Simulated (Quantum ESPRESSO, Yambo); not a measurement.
# A GW chain in Yambo: MgI2 (1T monolayer), part 3 of 3

Aim: the G0W0 gap of MgI2 (1T monolayer) on PBE, step by step.

Quantum ESPRESSO 7.5 and Yambo 5.3.0; PBE and many-body steps on it, plane waves. Known limits of the many-body steps: not at the basis limit; no spin-orbit coupling.

So far. Step 3 (Bands along the symmetry lines): The gap is 3.665 eV, −0.050 eV from the run before at this level. Step 4 (Empty states on the mesh, 6×6×1 mesh, 356 bands): On this mesh the gap is 3.665 eV.

### 6. Screening and self-energy, 6×6×1 mesh, 356 bands, screening to 136.1 eV

G0W0 replaces the xc potential by the self-energy, built once from these orbitals. Only a window of levels is corrected, while the sums run over the empty bands that the input names.

This step: G0W0 on PBE, plane waves, norm-conserving pseudopotentials.

gw3.in

```
HF_and_locXC
gw0
dyson
ppa
em1d
rim_cut
rim_w
RandQpts= 3000000
RandGvec= 100 RL
CUTGeo= "slab z"
RandGvecW= 9 RL
EXXRLvcs= 76 Ry
VXCRLvcs= 304 Ry
Chimod= "HARTREE"
% BndsRnXp
 1 | 356 |
%
NGsBlkXp= 10 Ry
% LongDrXp
 1 | 1 | 0 |
%
% GbndRnge
 1 | 356 |
%
DysSolver= "n"
ExtendOut
PPAPntXp= 27.21138 eV
% QPkrange
 1 | 1 | 29 | 32 |
 4 | 4 | 29 | 32 |
%
```

Command:

```sh
> OMP_NUM_THREADS=1 mpirun -n 4 yambo -F gw3.in -J gw3 -C gw3 > gw3.log
```

Output:

```text
 Yambo, version 5.3.0

 [02] CORE Variables Setup
 =========================

  [... cell, symmetries and grids as in the set-up ...]

  [02.05] Energies & Occupations
  ==============================

  [X] === General ===
  [X] Electronic Temperature                        :  0.000000  0.000000 [eV K]
  [X] Bosonic    Temperature                        :  0.000000  0.000000 [eV K]
  [X] Finite Temperature mode                       : no
  [X] El. density                                   :  0.24459E+24 [cm-3]
  [X] Fermi Level                                   : -1.403412 [eV]

  [X] === Gaps and Widths ===
  [X] Conduction Band Min                           :  3.665263 [eV]
  [X] Valence Band Max                              :  0.000000 [eV]
  [X] Filled Bands                                  :  30
  [X] Empty Bands                                   :    31   356
  [X] Direct Gap                                    :  3.979035 [eV]
  [X] Direct Gap localized at k                     :  1
  [X] Indirect Gap                                  :  3.665263 [eV]
  [X] Indirect Gap between kpts                     :   1   4
  [X] Last valence band width                       :  0.671967 [eV]
  [X] 1st conduction band width                     :  1.070350 [eV]

 [03] Transferred momenta grid and indexing
 ==========================================

 IBZ Q-points                                      :   7
 BZ  Q-points                                      :   36

 K/Q-points units:
 rlu = crystal or reduced units; cc = cartesian coordinates; iku = interal k-units

 Q [1]          [rlu]:  0.000000  0.000000  0.000000
 Q [2]          [rlu]:  0.40333E-17  0.16667       0.0000
 Q [3]          [rlu]:  0.80666E-17  0.33333       0.0000
 Q [4]          [rlu]: -0.12100E-16 -0.50000       0.0000
 Q [5]          [rlu]:  0.166667  0.166667  0.000000
 Q [6]          [rlu]:  0.166667  0.333333  0.000000
 Q [7]          [rlu]:  0.333333  0.333333  0.000000

 [04] Coloumb potential Random Integration (RIM)
 ===============================================

 Performing RIM of v_slab

  [04.01] RIM initialization
  ==========================

  * Diagonal components only detected *

  8 x (sBL volume)        :  0.033298 [a.u.]
  sBZ random points       :  3000000
  Points outside the sBZ  :  24000829
  RL volume               :  0.149843 [a.u.]
  Integrated volume       :  0.149837 [a.u.]

  [04.02] RIM integrals
  =====================

  Gamma point sphere radius             :  0.035709 [a.u.]
  Points outside the sphere             :  2398884
  [Int_sBZ(q=0) 1/q^2]*(Vol_sBZ)^(-1/3) =:  7.474062
                                 should be <:  7.795600

  Summary of Coulomb integrals for non-metallic bands |Q|[au] RIM/Bare

  Q [1] 0.100000E-4 0.958754 * Q [2] 0.152079 0.990823
  Q [5] 0.263409 1.022660 * Q [3] 0.304159 1.022159
  Q [6] 0.402364 1.017226 * Q [4] 0.456238 1.014482
  Q [7] 0.526819 1.011227
  Non-periodic chartesian directions : none
  Optical renormalization            :  30.23562 [au]
  Polarizability dimension           : length

 [05] Coloumb potential CutOffslab
 =================================

 Cut directionsZ
 Slab Cutoff:Z
 Symmetry test passed : yes

 [06] Dipoles
 ============

  [06.01] Setup: observables and procedures
  =========================================

  [WARNING] [x,Vnl] slows the Dipoles computation. To neglect it rename the ns.kb_pp file

 [07] Dynamic Dielectric Matrix (PPA)
 ====================================

 [WR./gw3//ndb.pp]---------------------------------------------------------------
  Brillouin Zone Q/K grids (IBZ/BZ)                :    7   36    7   36
  RL vectors                                       :  21779 [WF]
  Coulomb cutoff potential                         : slab z
  Electronic Temperature                           :  0.000000 [K]
  Bosonic    Temperature                           :  0.000000 [K]
  PPA    diel. fun.  energies                      : Perdew, Burke & Ernzerhof(X)+Perdew, Burke & Ernzerhof(C)
  wavefunctions                                    : Perdew, Burke & Ernzerhof(X)+Perdew, Burke & Ernzerhof(C)
  Global Gauge                                     : length
  X matrix size                                    :   853
  X band range                                     :     1   356
  X e/h energy range                               : -1.000000 -1.000000 [eV]
  X Time ordering                                  : R
  X Hxc Kernel                                     : HARTREE
  X Drude frequency                                :  0.000000  0.000000
  X poles                                          :  100.0000 [o/o]
  RL vectors in the sum                            :  21779
  [r,Vnl] included                                 : yes
  Field direction                                  :  0.707107E-5  0.707107E-5   0.00000
  BZ energy Double Grid                            : no
  BZ energy DbGd points                            : 0
  BZ Q point size factor                           : -1.000000
  X Optical Averaged directions                    : none

 [08] Local Exchange-Correlation + Non-Local Fock
 ================================================

 [VXC] Plane waves :  148115
 [EXS] Plane waves :  18431

 QP @ state[ 1 ] K range:  1  1
 QP @ state[ 1 ] b range:   29   32
 QP @ state[ 2 ] K range:   4   4
 QP @ state[ 2 ] b range:   29   32

 [xc] Functional : Perdew, Burke & Ernzerhof(X)+Perdew, Burke & Ernzerhof(C)
 [xc] LIBXC used to calculate xc functional
  PP Number of Atomic Species                      :  2
  NLCC RL compoments                               :  148115
  PP Number of Atomic Species                      :  2
  NLCC RL compoments                               :  148115

 [xc] E_xc :  -51.63343 [Ha]
      E_xc :  -103.2669 [Ry]

  Local XC kind (lXC) : Perdew, Burke & Ernzerhof(X)+Perdew, Burke & Ernzerhof(C)
  Non-Local XC kind (nlXC) : Hartree-Fock

  Corrections @ K [1] :  [eV]
 <29|nlXC|29> = -16.54534 -0.66382E-17 <29|lXC|29> = -13.82048  0.18882E-15
 <30|nlXC|30> = -16.54529  0.24104E-17 <30|lXC|30> = -13.82048 -0.37763E-15
 <31|nlXC|31> = -5.758099 -0.20153E-18 <31|lXC|31> = -9.514106 -0.37763E-15
 <32|nlXC|32> = -4.904980  0.54718E-18 <32|lXC|32> = -8.904741  0.28323E-15

  Corrections @ K [4] :  [eV]
 <29|nlXC|29> = -16.01394  0.27719E-17 <29|lXC|29> = -12.92482 -0.47204E-16
 <30|nlXC|30> = -16.30376 -0.22452E-17 <30|lXC|30> = -13.39132  0.23602E-16
 <31|nlXC|31> = -5.720157  0.13837E-17 <31|lXC|31> = -9.602717  0.22940E-27
 <32|nlXC|32> = -4.763227  0.10506E-18 <32|lXC|32> = -8.729523  0.70806E-16

 [09] Dyson equation: Newton solver
 ==================================

  [09.01] RIM-W interpolation
  ===========================

  [WARNING] RIM-W works only for 2D semiconductors with slab cutoff
  Found compatible q grid: 2D
  q_min[ 1 ]:  0.16667      0.37797E-11   0.0000     [rlu]
   0.166667  0.083333  0.000000 [iku]
  q_min[ 2 ]:  0.40333E-17  0.16667       0.0000     [rlu]
  -0.91479E-11  0.16667       0.0000     [iku]
  G-vectors :   9
  G-vectors loaded:   61
  Number of interpolated frequencies:  2

  Evaluating coefficients q = 0
  Evaluating coefficients q = 0

  [09.02] RIM-W integrals
  =======================

  8 x (sBL volume)        :  0.033298 [a.u.]
  sBZ random points       :  3000000
  Points outside the sBZ  :  24000829
  RL volume               :  0.149843 [a.u.]
  Integrated volume       :  0.149837 [a.u.]

  [09.03] RIM integrals
  =====================

  Comparison between head Wc = W - v averages: < Wc > [au] RIM-W/RIM

   < -Wc [Q = 1] > 0.172403E-1 0.120173E-4 * < -Wc [Q = 2] > 0.003914 0.003782
   < -Wc [Q = 3] > 0.807771E-3 0.795186E-3 * < -Wc [Q = 4] > 0.290433E-3 0.287380E-3
   < -Wc [Q = 5] > 0.001151 0.001132 * < -Wc [Q = 6] > 0.407495E-3 0.403787E-3
   < -Wc [Q = 7] > 0.206342E-3 0.205501E-3

  Comparison between head Wc = W - v averages: < Wc > [au] RIM-W/RIM

   < -Wc [G = 1,G`=0] > 0.172403E-1 0.120173E-4 * < -Wc [G = 2,G`=0] >-0.001242 0.000000
   < -Wc [G = 3,G`=0] >-0.001242 0.000000 * < -Wc [G = 4,G`=0] >-0.178766E-4  0.00000
   < -Wc [G = 5,G`=0] >-0.178680E-4  0.00000 * < -Wc [G = 6,G`=0] > 0.107290E-3  0.00000
   < -Wc [G = 7,G`=0] > 0.107281E-3  0.00000 * < -Wc [G = 8,G`=0] >-0.163908E-4  0.00000
   < -Wc [G = 9,G`=0] >-0.163902E-4  0.00000

 [10] G0W0 (W PPA)
 =================

 [  GW  ] Bands range     :     1   356
 [GW/PPA] G damping       :  0.100000 [eV]

 QP @ state[ 1 ] K range:  1  1
 QP @ state[ 1 ] b range:   29   32
 QP @ state[ 2 ] K range:   4   4
 QP @ state[ 2 ] b range:   29   32

  Sc/G bands                                       :     1   356
  Sc/G damping                                     :  0.100000 ev
  Sc bands terminator                              : no
  Sx RL components                                 :  18431

  QP @ state[ 1 ] K range                          :  1  1
  QP @ state[ 1 ] b range                          :   29   32
  QP @ state[ 2 ] K range                          :   4   4
  QP @ state[ 2 ] b range                          :   29   32
  GF energies kind                                 : Perdew, Burke & Ernzerhof(X)+Perdew, Burke & Ernzerhof(C)
  GF WF`s kind                                     : Perdew, Burke & Ernzerhof(X)+Perdew, Burke & Ernzerhof(C)
  Xs energies kind                                 : Perdew, Burke & Ernzerhof(X)+Perdew, Burke & Ernzerhof(C)
  Xs WF`s kind                                     : Perdew, Burke & Ernzerhof(X)+Perdew, Burke & Ernzerhof(C)

 [14] Game Over & Game summary
```

The job ended after 36 min (4 MPI ranks of Arm Neoverse V1, shared host; peak memory 5.3 GiB; 2.4 h of CPU time).

This step gave:

```yaml
g0w0_gap_on_the_points_computed: 6.005 eV
starting_gap_on_the_mesh: 3.665 eV
k_of_the_valence_top: 0, 0, 0
k_of_the_conduction_bottom: 0, -0.5, 0
least_direct_g0w0_gap_on_the_computed_points: 6.284 eV
z_at_the_valence_top: 0.8119
z_at_the_conduction_bottom: 0.8310
```

The gap on the mesh goes from 3.67 eV to 6.00 eV, a correction of +2.34 eV. The start differs from the 3.72 eV found before because the two sample other k points.

Limits: finite bands, cutoff and mesh; no spin-orbit coupling. v1 is the top filled band, c1 the lowest empty one. The levels before and after the correction (eV, zero at the valence-band top of each column):

```tsv
	conduction bottom	valence top
Kohn-Sham	3.67	0.00
G0W0	6.00	0.00
```

```tsv
	level	energy (eV)
Kohn-Sham	Γ v2-v1	0.000
Kohn-Sham	Γ c1	3.979
Kohn-Sham	Γ c2	4.917
Kohn-Sham	(0 -0.5 0) v2	-0.618
Kohn-Sham	(0 -0.5 0) v1	-0.403
Kohn-Sham	(0 -0.5 0) c1	3.665
Kohn-Sham	(0 -0.5 0) c2	5.522
G0W0	Γ v2-v1	0.000
G0W0	Γ c1	6.284
G0W0	Γ c2	7.212
G0W0	(0 -0.5 0) v2	-0.783
G0W0	(0 -0.5 0) v1	-0.474
G0W0	(0 -0.5 0) c1	6.005
G0W0	(0 -0.5 0) c2	7.840
```

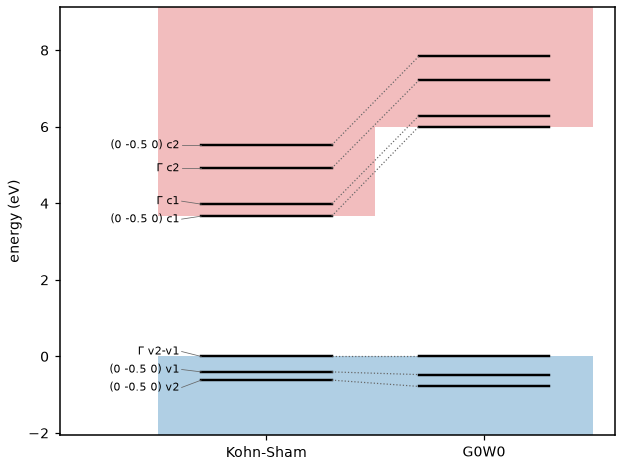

Levels before and after the correction. Shaded: valence and conduction bands.

### 7. Where the time went

Times are wall times on the hardware named with each run, good to a factor of about two.

```tsv
step	time	share	memory (GiB)
ground state	43 s	2 %	0.8
bands along the symmetry lines	24 s	1 %	0.61
empty states on the mesh	4.2 min	10 %	2.5
conversion and set-up	3.8 s	0 %	0.26
screening and self-energy	36 min	87 %	5.3
```

### 8. Outcome

| Property | Result |
| --- | --- |
| PBE gap | 3.67 eV, indirect |
| G0W0 gap on the mesh | 6.00 eV |
| GW settings | 6×6×1 mesh, 356 bands, screening to 136.1 eV, Godby-Needs plasmon pole |
| known limits | not at the basis limit; no spin-orbit coupling |

G0W0 moves the gap on the mesh from 3.67 eV to 6.00 eV (+2.34 eV), with Z of 0.81 and 0.83 at the edges. Only 2 of the mesh's irreducible points were corrected, so a valley elsewhere could overtake. The dearest step here is «screening and self-energy». Bands and cutoff are finite, so the gap is not at the basis limit. The miss can reach some tenths of an eV and take either sign; the mesh is an error of its own. In the G0W0 run levels were corrected at 2 k points alone, so a gap called «on the mesh» is the least over those, and an edge elsewhere would be missed. The many-body steps are scalar-relativistic: spin-orbit coupling is not in them.

[Paths, hosts, dates, memory and timing lines, banners, echoed tables and standing remarks are left out of the program output.]

[Logs are printed without paths, hosts, clocks, repeated set-up lines and the standing remarks that a program may print on its own settings, such as how far it seeks lower states.]

[Runs of the session that timed out or met a known fault of the program may be left out.]

[Hosts, paths, dates, database ids (printed as entryN), source tags and the programs' standing remarks are cut or masked in the printed files.]
